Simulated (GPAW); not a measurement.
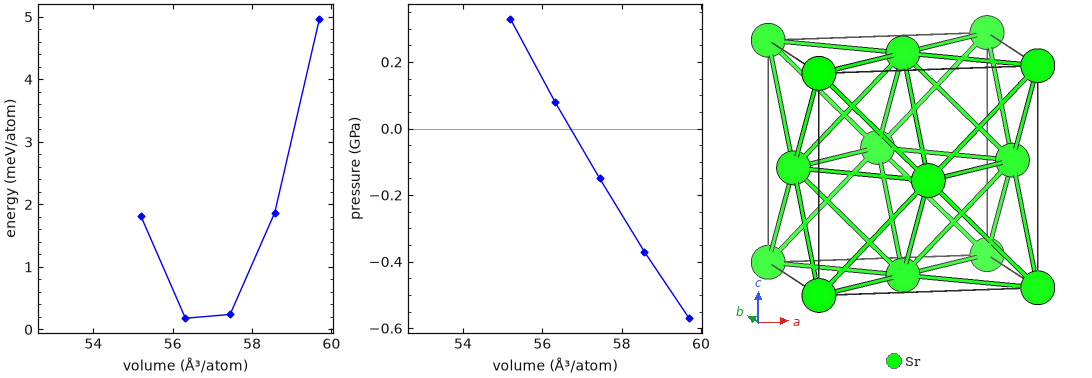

Plotted: energy and pressure against volume for Sr, space group Fm-3m (No. 225). The conventional cell is drawn beside the plot.

The given structure:
```
CELL_PARAMETERS angstrom
0.00000 3.04235 3.04235
3.04235 0.00000 3.04235
3.04235 3.04235 0.00000
ATOMIC_POSITIONS crystal
Sr 0.00000 0.00000 0.00000
```

Calculation (GPAW 26.7.0): PAW DFT in plane waves, on a grid or in atomic orbitals, no spin polarisation; energies at scaled volumes of the given cell, shape and fractions fixed, counted from the fit's minimum, third-order Birch-Murnaghan fit. Level: r2SCAN.

- k mesh: 8×8×8
- occupations: Fermi–Dirac
- smearing width: 0.05 eV
- potentials: GPAW PAW data sets (gpaw data 1.2.1)
- wave cutoff: 600 eV
- program settings: basis pw

The points at volume 52.94 Å³/atom and 54.07 Å³/atom are left out of the plot. What values does the calculation give there?

| volume (Å³/atom) | energy (meV/atom) | pressure (GPa) |
| --- | --- | --- |
| 52.94 | 10.78 | 0.89 |
| 54.07 | 5.33 | 0.60 |
